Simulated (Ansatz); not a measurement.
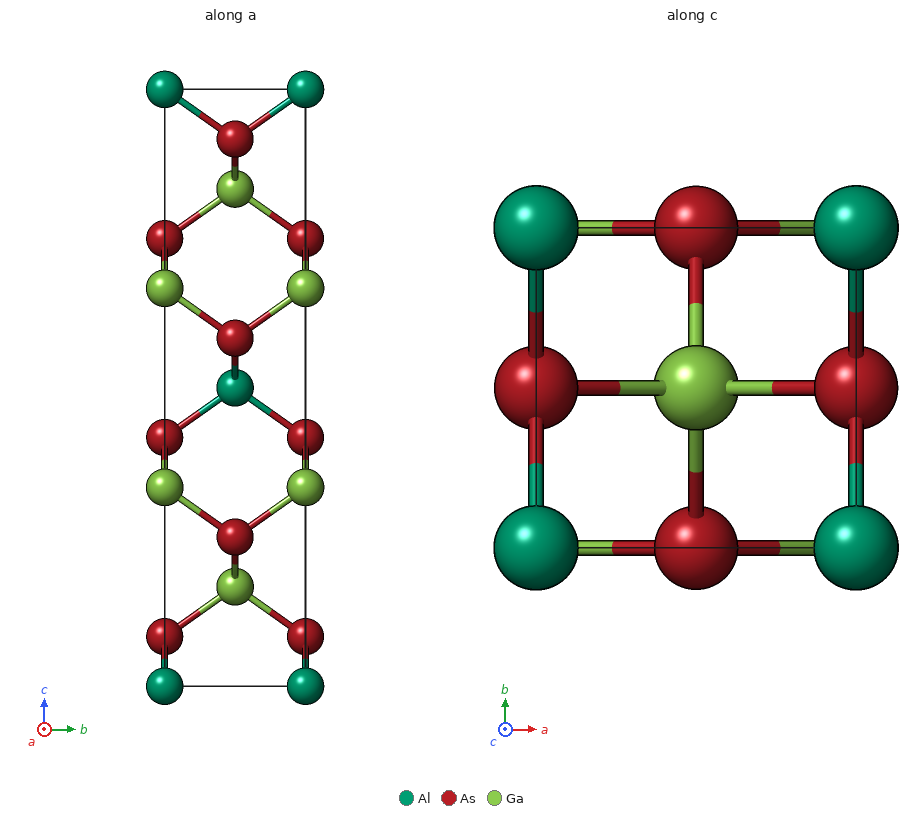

Structure drawing (ball-and-stick), viewed along the a axis and along the c axis. One conventional unit cell is framed, with atoms on its boundary repeated.

AlGa$_{2}$As$_{3}$, space group I-4m2 (No. 119), a = 4.01 Å, b = 4.01 Å, c = 17.00 Å, α = 90.00°, β = 90.00°, γ = 90.00°.

Results below were computed with Ansatz 0.2.0, difference of finished runs, DFT, PBE with spin-orbit coupling, plane waves, PAW; the settings were 420 eV cutoff.

Classify it as metallic or gapped, with the value.

Answer. A semiconductor at this level, with a gap of 0.79 eV.

Provenance: a structure type filled with these elements by a generator (whether the compound takes this form wasn't checked). Earlier steps of the study, as a rule a relaxation of our own, may have changed the cell and positions, so they can lie some per cent off the listed ones. Ansatz was used for an electronic-structure calculation on it.
